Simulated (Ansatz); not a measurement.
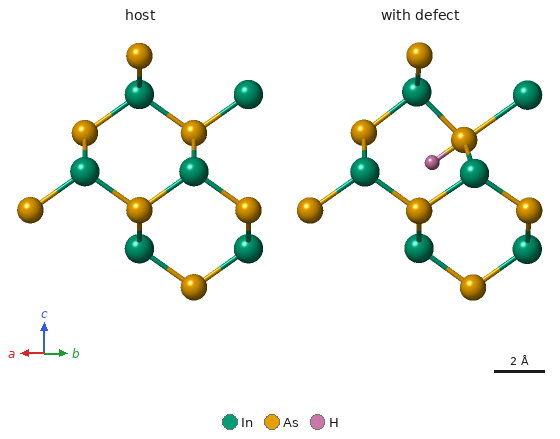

Left: perfect InAs. Right: the same region with one point defect, after relaxing the atoms in a supercell of 32 sites. The picture is a ball-and-stick view of the atoms within 5.4 Å of one point, in a slice 5.0 Å thick across the line of sight, seen along [110].

Level of theory: DFT PBE, scalar-relativistic, plane waves, PAW in Ansatz 0.2.0. (plane-wave cutoff 420 eV; k-point mesh 3 × 3 × 3; occupations gaussian; smearing width 0.1 eV; no spin polarisation) The cell is small and the k-mesh coarse, so the numbers are rough. The axes drawn are those of the host's conventional cell.

What kind of defect was made?

Answer. An extra hydrogen atom is put between the host's atoms (an interstitial).

The charge state of the cell is 0.

What does the relaxation do around it?

Answer. The H atom starts with 4 As at 2.68 Å, 6 In at 3.09 Å around its place and ends with 1 As at 1.57 Å. Of the host's atoms, an arsenic atom moves furthest from its site, by 0.46 Å. The H atom itself moves 0.64 Å from where it was put.
